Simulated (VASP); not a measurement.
Run report: AlGa7N8, geometry relaxation (part 4 of 5)

Continued. System: AlGa7N8 (P3m1, 16 atoms in the cell). Method: Kohn-Sham DFT of a periodic cell, PBEsol, VASP PAW PBE potentials, recommended, no spin polarisation (VASP 6.6.1); cutoff 600 eV, 6×6×5 k-mesh, Gaussian smearing of 0.03 eV. The structure was built on a prototype by a generator; it need not be a known phase.

Geometry of the input (Å; fractional positions):
```
0.0000  0.0000  -5.1492
3.1697  5.4900  0.0000
3.1697  -5.4900  0.0000
Al 0.0000  0.1667  0.3333
Ga 0.0000  0.1667  0.8333
Ga 0.0000  0.6667  0.3333
Ga 0.0000  0.6667  0.8333
Ga 0.5000  0.3333  0.6667
Ga 0.5000  0.3333  0.1667
Ga 0.5000  0.8333  0.6667
Ga 0.5000  0.8333  0.1667
N  0.6250  0.1667  0.3333
N  0.6250  0.1667  0.8333
N  0.6250  0.6667  0.3333
N  0.6250  0.6667  0.8333
N  0.1250  0.3333  0.6667
N  0.1250  0.3333  0.1667
N  0.1250  0.8333  0.6667
N  0.1250  0.8333  0.1667
```

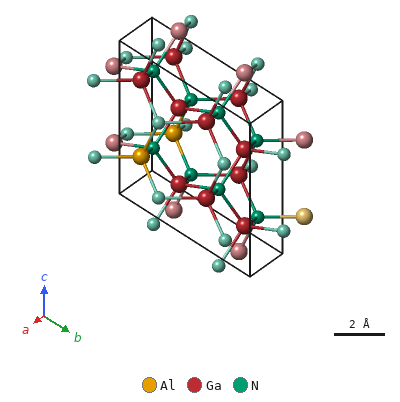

Fig. 1: The geometry at step 3 of the log (ball-and-stick view of the cell of the calculation, seen slightly off an axis; neighbours outside the cell are drawn fainter).

### Parts of OUTCAR, continued
```
 k-point     5 :       0.0000    0.1667   -0.0000
  band No.  band energies     occupation
      1     -10.5125      2.00000
      2      -9.6567      2.00000
      3      -9.6038      2.00000
      4      -9.6005      2.00000
      5      -9.5731      2.00000
      6      -9.2983      2.00000
      7      -9.2795      2.00000
      8      -9.2505      2.00000
      9      -7.9634      2.00000
     10      -7.9456      2.00000
     11      -7.9427      2.00000
     12      -7.9179      2.00000
     13      -7.9132      2.00000
     14      -7.8985      2.00000
     15      -7.8856      2.00000
     16      -7.8708      2.00000
     17      -7.8653      2.00000
     18      -7.8254      2.00000
     19      -7.8195      2.00000
     20      -7.7793      2.00000
     21      -7.7711      2.00000
     22      -7.7589      2.00000
     23      -7.7417      2.00000
     24      -7.7372      2.00000
     25      -7.7371      2.00000
     26      -7.7172      2.00000
     27      -7.7104      2.00000
     28      -7.7073      2.00000
     29      -7.6817      2.00000
     30      -7.6782      2.00000
     31      -7.6380      2.00000
     32      -7.6346      2.00000
     33      -7.6286      2.00000
     34      -7.5956      2.00000
     35      -7.5922      2.00000
     36      -7.5880      2.00000
     37      -6.9375      2.00000
     38      -6.7086      2.00000
     39      -6.6473      2.00000
     40      -6.4143      2.00000
     41      -6.0075      2.00000
     42      -5.9613      2.00000
     43      -5.8473      2.00000
     44      -1.6120      2.00000
     45      -1.0254      2.00000
     46      -0.9817      2.00000
     47      -0.7553      2.00000
     48       0.1339      2.00000
     49       0.2128      2.00000
     50       0.4981      2.00000
     51       0.9781      2.00000
     52       1.1166      2.00000
     53       1.2475      2.00000
     54       2.3316      2.00000
     55       2.3615      2.00000
     56       2.7380      2.00000
     57       3.1841      2.00000
     58       3.2091      2.00000
     59       3.4678      2.00000
     60       3.8002      2.00000
     61       4.0897      2.00000
     62       4.1039      2.00000
     63       4.2020      2.00000
     64       4.4482      2.00000
     65       4.7417      2.00000
     66       5.2231      2.00000
     67       5.2781      2.00000
     68       8.0450      0.00000
     69      10.2050      0.00000
     70      10.3716      0.00000
     71      10.7493      0.00000
     72      10.8258      0.00000
     73      10.9918      0.00000
     74      11.1509      0.00000
     75      11.1737      0.00000
     76      11.3585      0.00000
     77      11.4375      0.00000
     78      12.0138      0.00000
     79      13.9488      0.00000

 [... the levels of 18 k-points are left out ...]

 k-point    24 :       0.5000   -0.0000    0.2000
  band No.  band energies     occupation
      1      -9.9542      2.00000
      2      -9.8633      2.00000
      3      -9.5408      2.00000
      4      -9.5165      2.00000
      5      -9.4941      2.00000
      6      -9.3463      2.00000
      7      -9.2605      2.00000
      8      -9.2369      2.00000
      9      -7.9367      2.00000
     10      -7.9288      2.00000
     11      -7.9247      2.00000
     12      -7.9178      2.00000
     13      -7.9156      2.00000
     14      -7.9138      2.00000
     15      -7.9090      2.00000
     16      -7.8529      2.00000
     17      -7.8451      2.00000
     18      -7.8365      2.00000
     19      -7.8112      2.00000
     20      -7.8055      2.00000
     21      -7.7918      2.00000
     22      -7.7884      2.00000
     23      -7.7259      2.00000
     24      -7.7108      2.00000
     25      -7.7098      2.00000
     26      -7.7061      2.00000
     27      -7.6907      2.00000
     28      -7.6855      2.00000
     29      -7.6811      2.00000
     30      -7.6657      2.00000
     31      -7.6442      2.00000
     32      -7.6307      2.00000
     33      -7.6199      2.00000
     34      -7.6198      2.00000
     35      -7.6092      2.00000
     36      -7.5788      2.00000
     37      -7.5230      2.00000
     38      -6.7194      2.00000
     39      -6.5617      2.00000
     40      -6.5362      2.00000
     41      -6.3242      2.00000
     42      -6.2711      2.00000
     43      -6.2520      2.00000
     44      -1.1518      2.00000
     45      -1.1065      2.00000
     46      -1.0863      2.00000
     47      -0.9525      2.00000
     48      -0.8249      2.00000
     49      -0.4784      2.00000
     50       1.3459      2.00000
     51       1.6781      2.00000
     52       2.8043      2.00000
     53       2.8084      2.00000
     54       2.8203      2.00000
     55       2.8288      2.00000
     56       3.3323      2.00000
     57       3.4578      2.00000
     58       3.5082      2.00000
     59       3.5763      2.00000
     60       3.6457      2.00000
     61       3.7182      2.00000
     62       3.7299      2.00000
     63       3.7454      2.00000
     64       4.2429      2.00000
     65       4.3737      2.00000
     66       4.5929      2.00000
     67       4.7417      2.00000
     68       9.8912      0.00000
     69       9.9644      0.00000
     70      10.1295      0.00000
     71      10.1409      0.00000
     72      10.2056      0.00000
     73      10.2106      0.00000
     74      10.2146      0.00000
     75      10.5831      0.00000
     76      12.8981      0.00000
     77      13.0196      0.00000
     78      13.2439      0.00000
     79      13.3551      0.00000

 [... further k-points ...]

 [bands above 79 left out]

------------------------ aborting loop because EDIFF is reached ----------------------------------------

  FORCE on cell =-STRESS in cart. coord.  units (eV):
  Direction    XX          YY          ZZ          XY          YZ          ZX
  --------------------------------------------------------------------------------------
  -------------------------------------------------------------------------------------
  Total       -0.0659203     -0.0659203     -0.0555318      0.0000000      0.0000000      0.0000000
  in kB       -0.5873505     -0.5873505     -0.4947895      0.0000000      0.0000000      0.0000000
  external PRESSURE =      -0.5564969 kB  Pullay stress =       0.0000000 kB

 VOLUME and BASIS-vectors are now :
 -----------------------------------------------------------------------------
  energy-cutoff  :      600.00
  volume of cell :      179.82
      direct lattice vectors                 reciprocal lattice vectors
     0.000000000  0.000000000 -5.161517278     0.000000000 -0.000000000 -0.193741481
     3.171261711  5.492786410 -0.000000000     0.157665953  0.091028480  0.000000000
     3.171261711 -5.492786410  0.000000000     0.157665953 -0.091028480 -0.000000000

 POSITION                                       TOTAL-FORCE (eV/Angst)
 -----------------------------------------------------------------------------------
      1.58563     -0.91546     -0.00823        -0.000000      0.000000     -0.000177
      3.17401     -3.66027     -0.00593        -0.001482     -0.000855     -0.000799
      3.16851      1.83252     -0.00593         0.001482     -0.000855     -0.000799
      4.75689     -0.91864     -0.00593         0.000000      0.001711     -0.000799
      3.16373     -1.82658     -2.58384        -0.003573      0.002063     -0.002921
      1.58563      0.90677     -2.58384         0.000000     -0.004125     -0.002921
      4.75689      0.91546     -2.58594         0.000000      0.000000      0.003281
      3.17879      3.66621     -2.58384         0.003573      0.002063     -0.002921
      1.58563     -0.91546     -3.26988        -0.000000      0.000000     -0.002316
      3.17395     -3.66030     -3.21665        -0.003722     -0.002149      0.000656
      3.16857      1.83248     -3.21665         0.003722     -0.002149      0.000656
      4.75689     -0.91857     -3.21665         0.000000      0.004298      0.000656
      3.13910     -1.81236     -0.62832         0.002604     -0.001503      0.001602
      1.58563      0.87832     -0.62832         0.000000      0.003007      0.001602
      4.75689      0.91546     -0.63931         0.000000      0.000000      0.003598
      3.20343      3.68043     -0.62832        -0.002604     -0.001503      0.001602
 -----------------------------------------------------------------------------------
    total drift:                                0.000026      0.000134     -0.013214

  FREE ENERGIE OF THE ION-ELECTRON SYSTEM (eV)
  ---------------------------------------------------
  free  energy   TOTEN  =      -107.5762876779 eV

  energy  without entropy=     -107.5762876779  energy(sigma->0) =     -107.57628768

 reached required accuracy - stopping structural energy minimisation
```

### CONTCAR
```
AlGa7N8
   1.00000000000000
     0.0000000000000000    0.0000000000000000   -5.1615172777824112
     3.1712617109631327    5.4927864097586596   -0.0000000000000000
     3.1712617109631327   -5.4927864097586596    0.0000000000000000
  Al              Ga              N
     1     7     8
Direct
     0.0015941741028493    0.1666666699999979    0.3333333300000021
     0.0011490597799923    0.1672453289925621    0.8336226594962842
     0.0011490597799923    0.6663773405037158    0.3327546710074378
     0.0011490597799923    0.6663773405037158    0.8336226594962842
     0.5005974010926689    0.3325418128379925    0.6650836356759787
     0.5005974010926689    0.3325418128379925    0.1674581871620075
     0.5010039816446880    0.8333333300000021    0.6666666699999979
     0.5005974010926689    0.8349163643240213    0.1674581871620075
     0.6335111930422479    0.1666666699999979    0.3333333300000021
     0.6231984872913049    0.1672321913248001    0.8336160906624031
     0.6231984872913049    0.6663839093375969    0.3327678086751998
     0.6231984872913049    0.6663839093375969    0.8336160906624031
     0.1217313977987452    0.3299523496660372    0.6599047093320680
     0.1217313977987452    0.3299523496660371    0.1700476503339629
     0.1238616133220814    0.8333333300000021    0.6666666699999979
     0.1217313977987452    0.8400952906679320    0.1700476503339628

  0.00000000E+00  0.00000000E+00  0.00000000E+00
  0.00000000E+00  0.00000000E+00  0.00000000E+00
  0.00000000E+00  0.00000000E+00  0.00000000E+00
  0.00000000E+00  0.00000000E+00  0.00000000E+00
  0.00000000E+00  0.00000000E+00  0.00000000E+00
  0.00000000E+00  0.00000000E+00  0.00000000E+00
  0.00000000E+00  0.00000000E+00  0.00000000E+00
  0.00000000E+00  0.00000000E+00  0.00000000E+00
  0.00000000E+00  0.00000000E+00  0.00000000E+00
  0.00000000E+00  0.00000000E+00  0.00000000E+00
  0.00000000E+00  0.00000000E+00  0.00000000E+00
  0.00000000E+00  0.00000000E+00  0.00000000E+00
  0.00000000E+00  0.00000000E+00  0.00000000E+00
  0.00000000E+00  0.00000000E+00  0.00000000E+00
  0.00000000E+00  0.00000000E+00  0.00000000E+00
  0.00000000E+00  0.00000000E+00  0.00000000E+00
```

### Trajectory as extended XYZ (Å, eV, eV/Å), 11 frames, from step=0 to step=10
```
16
Lattice="0.0000 0.0000 -5.1492 3.1697 5.4900 0.0000 3.1697 -5.4900 0.0000" Properties=species:S:1:pos:R:3:forces:R:3 step=0 energy=-107.49614
Al    1.5848   -0.9150    0.0000    0.0000   0.0000  -0.2141
Ga    3.1697   -3.6600    0.0000    0.0302   0.0174  -0.1548
Ga    3.1697    1.8300    0.0000   -0.0302   0.0174  -0.1548
Ga    4.7545   -0.9150    0.0000    0.0000  -0.0348  -0.1548
Ga    3.1697   -1.8300   -2.5746    0.0175  -0.0101  -0.1113
Ga    1.5848    0.9150   -2.5746    0.0000   0.0203  -0.1113
Ga    4.7545    0.9150   -2.5746    0.0000   0.0000  -0.1332
Ga    3.1697    3.6600   -2.5746   -0.0175  -0.0101  -0.1113
N     1.5848   -0.9150   -3.2183    0.0000   0.0000  -0.7329
N     3.1697   -3.6600   -3.2183   -0.0009  -0.0005   0.1483
N     3.1697    1.8300   -3.2183    0.0009  -0.0005   0.1483
N     4.7545   -0.9150   -3.2183    0.0000   0.0010   0.1483
N     3.1697   -1.8300   -0.6437   -0.6792   0.3922   0.4362
N     1.5848    0.9150   -0.6437    0.0000  -0.7843   0.4362
N     4.7545    0.9150   -0.6437    0.0000   0.0000   0.1248
N     3.1697    3.6600   -0.6437    0.6792   0.3922   0.4362
16
Lattice="0.0000 0.0000 -5.1841 3.1711 5.4925 0.0000 3.1711 -5.4925 -0.0000" Properties=species:S:1:pos:R:3:forces:R:3 step=1 energy=-107.56531
Al    1.5855   -0.9154   -0.0104    0.0000   0.0000   0.1773
Ga    3.1725   -3.6608   -0.0075    0.0270   0.0156   0.0503
Ga    3.1696    1.8317   -0.0075   -0.0270   0.0156   0.0503
Ga    4.7566   -0.9171   -0.0075    0.0000  -0.0312   0.0503
Ga    3.1719   -1.8313   -2.5975   -0.1932   0.1116   0.0874
Ga    1.5855    0.9164   -2.5975    0.0000  -0.2231   0.0874
Ga    4.7566    0.9154   -2.5985    0.0000   0.0000   0.0928
Ga    3.1702    3.6612   -2.5975    0.1932   0.1116   0.0874
N     1.5855   -0.9154   -3.2757    0.0000   0.0000  -0.1485
N     3.1710   -3.6617   -3.2329    0.0305   0.0176  -0.0265
N     3.1711    1.8308   -3.2329   -0.0305   0.0176  -0.0265
N     4.7566   -0.9154   -3.2329    0.0000  -0.0352  -0.0265
N     3.1383   -1.8119   -0.6268    0.0562  -0.0325  -0.1257
N     1.5855    0.8776   -0.6268    0.0000   0.0649  -0.1257
N     4.7566    0.9154   -0.6420    0.0000   0.0000  -0.0781
N     3.2039    3.6806   -0.6268   -0.0562  -0.0325  -0.1257
16
Lattice="0.0000 0.0000 -5.1785 3.1709 5.4921 0.0000 3.1709 -5.4921 -0.0000" Properties=species:S:1:pos:R:3:forces:R:3 step=2 energy=-107.56797
Al    1.5854   -0.9153   -0.0087    0.0000   0.0000   0.1089
Ga    3.1721   -3.6607   -0.0063    0.0278   0.0161   0.0198
Ga    3.1696    1.8314   -0.0063   -0.0278   0.0161   0.0198
Ga    4.7563   -0.9168   -0.0063    0.0000  -0.0321   0.0198
Ga    3.1716   -1.8311   -2.5938   -0.1592   0.0919   0.0607
Ga    1.5854    0.9162   -2.5938    0.0000  -0.1838   0.0607
Ga    4.7563    0.9153   -2.5947    0.0000   0.0000   0.0588
Ga    3.1701    3.6610   -2.5938    0.1592   0.0919   0.0607
N     1.5854   -0.9153   -3.2665    0.0000   0.0000  -0.2441
N     3.1708   -3.6614   -3.2305    0.0258   0.0149  -0.0008
N     3.1709    1.8307   -3.2305   -0.0258   0.0149  -0.0008
N     4.7563   -0.9153   -3.2305    0.0000  -0.0298  -0.0008
N     3.1433   -1.8148   -0.6295   -0.0700   0.0404  -0.0383
N     1.5854    0.8836   -0.6295    0.0000  -0.0808  -0.0383
N     4.7563    0.9153   -0.6422    0.0000   0.0000  -0.0475
N     3.1984    3.6773   -0.6295    0.0700   0.0404  -0.0383
16
Lattice="0.0000 0.0000 -5.1563 3.1700 5.4906 0.0000 3.1700 -5.4906 -0.0000" Properties=species:S:1:pos:R:3:forces:R:3 step=3 energy=-107.57502
Al    1.5850   -0.9151   -0.0048    0.0000   0.0000  -0.0439
Ga    3.1727   -3.6589   -0.0062   -0.0022  -0.0013  -0.0170
Ga    3.1673    1.8318   -0.0062    0.0022  -0.0013  -0.0170
Ga    4.7550   -0.9182   -0.0062    0.0000   0.0025  -0.0170
Ga    3.1634   -1.8264   -2.5805   -0.0252   0.0145  -0.0251
Ga    1.5850    0.9075   -2.5805    0.0000  -0.0291  -0.0251
Ga    4.7550    0.9151   -2.5816    0.0000   0.0000  -0.0471
Ga    3.1766    3.6642   -2.5805    0.0252   0.0145  -0.0251
N     1.5850   -0.9151   -3.2678    0.0000   0.0000   0.0716
N     3.1712   -3.6597   -3.2159    0.0276   0.0160   0.0541
N     3.1688    1.8309   -3.2159   -0.0276   0.0160   0.0541
N     4.7550   -0.9164   -3.2159    0.0000  -0.0319   0.0541
N     3.1355   -1.8103   -0.6263    0.0542  -0.0313  -0.0214
N     1.5850    0.8753   -0.6263    0.0000   0.0626  -0.0214
N     4.7550    0.9151   -0.6410    0.0000   0.0000   0.0474
N     3.2045    3.6803   -0.6263   -0.0542  -0.0313  -0.0214
16
Lattice="0.0000 0.0000 -5.1610 3.1702 5.4909 0.0000 3.1702 -5.4909 -0.0000" Properties=species:S:1:pos:R:3:forces:R:3 step=4 energy=-107.57556
Al    1.5851   -0.9152   -0.0056    0.0000   0.0000  -0.0080
Ga    3.1726   -3.6592   -0.0062    0.0051   0.0030  -0.0087
Ga    3.1678    1.8317   -0.0062   -0.0051   0.0030  -0.0087
Ga    4.7553   -0.9179   -0.0062    0.0000  -0.0059  -0.0087
Ga    3.1651   -1.8274   -2.5833   -0.0566   0.0327  -0.0055
Ga    1.5851    0.9093   -2.5833    0.0000  -0.0654  -0.0055
Ga    4.7553    0.9152   -2.5843    0.0000   0.0000  -0.0222
Ga    3.1753    3.6636   -2.5833    0.0566   0.0327  -0.0055
N     1.5851   -0.9152   -3.2675    0.0000   0.0000  -0.0002
N     3.1711   -3.6601   -3.2190    0.0272   0.0157   0.0414
N     3.1693    1.8308   -3.2190   -0.0272   0.0157   0.0414
N     4.7553   -0.9162   -3.2190    0.0000  -0.0314   0.0414
N     3.1372   -1.8113   -0.6269    0.0276  -0.0159  -0.0257
N     1.5851    0.8770   -0.6269    0.0000   0.0318  -0.0257
N     4.7553    0.9152   -0.6413    0.0000   0.0000   0.0258
N     3.2032    3.6797   -0.6269   -0.0276  -0.0159  -0.0257
16
Lattice="0.0000 0.0000 -5.1623 3.1712 5.4927 0.0000 3.1712 -5.4927 -0.0000" Properties=species:S:1:pos:R:3:forces:R:3 step=5 energy=-107.57619
Al    1.5856   -0.9154   -0.0058    0.0000   0.0000  -0.0331
Ga    3.1739   -3.6602   -0.0066   -0.0006  -0.0003   0.0105
Ga    3.1685    1.8324   -0.0066    0.0006  -0.0003   0.0105
Ga    4.7568   -0.9185   -0.0066    0.0000   0.0007   0.0105
Ga    3.1632   -1.8263   -2.5840    0.0161  -0.0093  -0.0036
Ga    1.5856    0.9063   -2.5840    0.0000   0.0186  -0.0036
Ga    4.7568    0.9154   -2.5859    0.0000   0.0000  -0.0116
Ga    3.1791    3.6664   -2.5840   -0.0161  -0.0093  -0.0036
N     1.5856   -0.9154   -3.2690    0.0000   0.0000  -0.0126
N     3.1734   -3.6605   -3.2179    0.0064   0.0037   0.0077
N     3.1690    1.8321   -3.2179   -0.0064   0.0037   0.0077
N     4.7568   -0.9180   -3.2179    0.0000  -0.0074   0.0077
N     3.1391   -1.8123   -0.6282   -0.0069   0.0040   0.0006
N     1.5856    0.8784   -0.6282    0.0000  -0.0079   0.0006
N     4.7568    0.9154   -0.6403    0.0000   0.0000   0.0115
N     3.2033    3.6803   -0.6282    0.0069   0.0040   0.0006
16
Lattice="0.0000 0.0000 -5.1621 3.1711 5.4925 0.0000 3.1711 -5.4925 -0.0000" Properties=species:S:1:pos:R:3:forces:R:3 step=6 energy=-107.57619
Al    1.5855   -0.9154   -0.0058    0.0000   0.0000  -0.0305
Ga    3.1737   -3.6601   -0.0066    0.0005   0.0003   0.0082
Ga    3.1684    1.8324   -0.0066   -0.0005   0.0003   0.0082
Ga    4.7566   -0.9185   -0.0066    0.0000  -0.0006   0.0082
Ga    3.1634   -1.8264   -2.5840    0.0060  -0.0035  -0.0038
Ga    1.5855    0.9065   -2.5840    0.0000   0.0070  -0.0038
Ga    4.7566    0.9154   -2.5857    0.0000   0.0000  -0.0140
Ga    3.1788    3.6661   -2.5840   -0.0060  -0.0035  -0.0038
N     1.5855   -0.9154   -3.2689    0.0000   0.0000  -0.0110
N     3.1731   -3.6605   -3.2180    0.0087   0.0050   0.0116
N     3.1690    1.8320   -3.2180   -0.0087   0.0050   0.0116
N     4.7566   -0.9178   -3.2180    0.0000  -0.0100   0.0116
N     3.1389   -1.8122   -0.6281   -0.0031   0.0018  -0.0018
N     1.5855    0.8782   -0.6281    0.0000  -0.0036  -0.0018
N     4.7566    0.9154   -0.6404    0.0000   0.0000   0.0131
N     3.2033    3.6802   -0.6281    0.0031   0.0018  -0.0018
```
